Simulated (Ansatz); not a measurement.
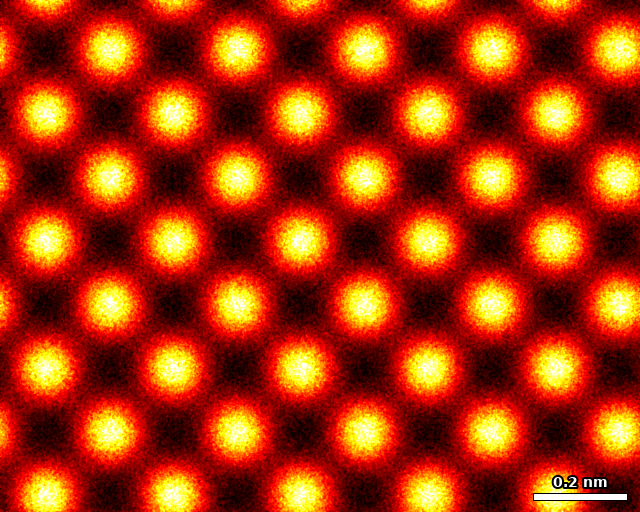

Dark-field STEM-like image of a crystal. Simulation: incoherent imaging, intensity Z^1.8 per atom, probe width 1.11 Å, thin sample. The probe carries 25 % of its weight in a tail 2.5 times as wide. Shot noise was added.

What two-dimensional lattice does the image show, and how large is its cell?

Answer. The pattern repeats on a square net with a repeat of 2.0 Å.

What is the plane group of the image?

Answer. p4mm: fourfold points with mirror lines through them along the axes and the diagonals.

How many columns does the smallest repeating cell hold, and how many levels of brightness?

Answer. 1 column in the primitive cell of 3.9 Å², all of one brightness.

The crystal is Ir (Fd-3m, No. 227) seen along [001]. Model: the end point of a relaxation with DFT, PBE, plane waves (420 eV) with PAW, scalar-relativistic in Ansatz 0.2.0; the starting structure was generated, so it need not be a known form of this composition.
